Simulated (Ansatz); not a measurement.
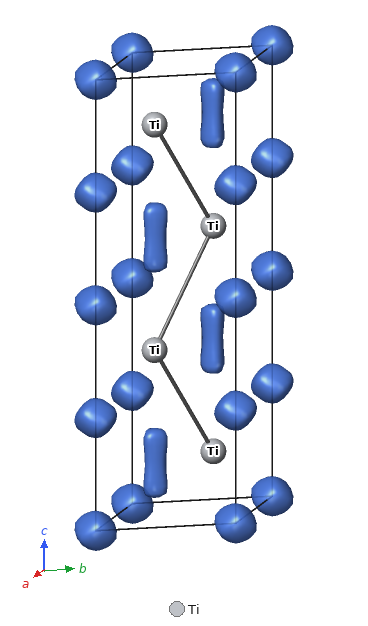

*Ti. Isosurface of the electron localisation function at 0.65 (blue), seen slightly off an axis. Only the valence region is drawn (cores and ρ < 0.01 e/Å³ removed). Sticks mark near contacts.*

Space group P6₃/mmc; changed on purpose from its base cell (atom 2 moved 0.06 A; relaxed back); computed without spin polarisation.

These are results of DFT PBEsol, scalar-relativistic, plane waves, PAW in Ansatz, not measurements.

**Identify the bonds, lone pairs and shells in this picture.**

At this value the surface marks out eight pockets between the atoms, centred on no nucleus (multi-centre or interstitial), counted in one cell of 4 atoms. Regions shared between cells count once. There are no localised bonds or lone pairs at this value.

Values along the shortest contacts:
Ti–Ti (2.84 Å): the ELF is about 0.20 at the midpoint (no shared electron pair shows on this line). Ti–Ti (2.90 Å): the ELF is about 0.25 at the midpoint: no shared electron pair shows on this line.

**Metal or insulator at this level of theory?**

It is metallic or semimetallic at this level of theory: no gap opens.
